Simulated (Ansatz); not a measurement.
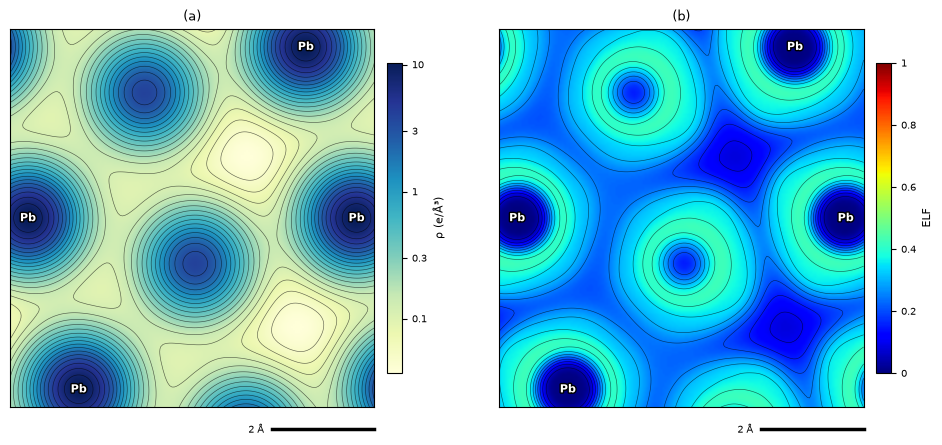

The picture shows: Pb. (a) valence pseudo-density; (b) ELF on the (110) plane of the conventional cell.

Space group C2/m; a structure from a database of computed crystals, not necessarily the ambient phase.

Method: Kohn-Sham DFT of a periodic cell, PBE, Ansatz PAW in Ansatz.

The density is the valence pseudo-density of a PAW calculation; it isn't the true density close to the nuclei.

```yaml
crystal:
  lattice:
    - [6.03643, 0.00000, 0.00000]
    - [0.00000, 3.47714, 0.00000]
    - [-2.10126, 0.00000, 6.05432]
  atoms:
    - { symbol: Pb, position: [0.40851, 0.50000, 0.72629] }
    - { symbol: Pb, position: [0.90851, 0.00000, 0.72629] }
    - { symbol: Pb, position: [0.09149, 0.00000, 0.27371] }
    - { symbol: Pb, position: [0.59149, 0.50000, 0.27371] }
```

What do the fields say about this system?

The plane passes through Pb nuclei. Atoms just off the plane (Pb, 0.5 Å away) can leave unmarked features too. Pb–Pb (3.48 Å): ρ is about 0.12 e/Å³ halfway; the ELF is about 0.20 at the midpoint: no localised pair shows between them. Between the atoms the lowest density in this plane is 0.04 e/Å³.

Does the calculation give a band gap?

It is metallic or semimetallic at this level of theory: no gap opens.
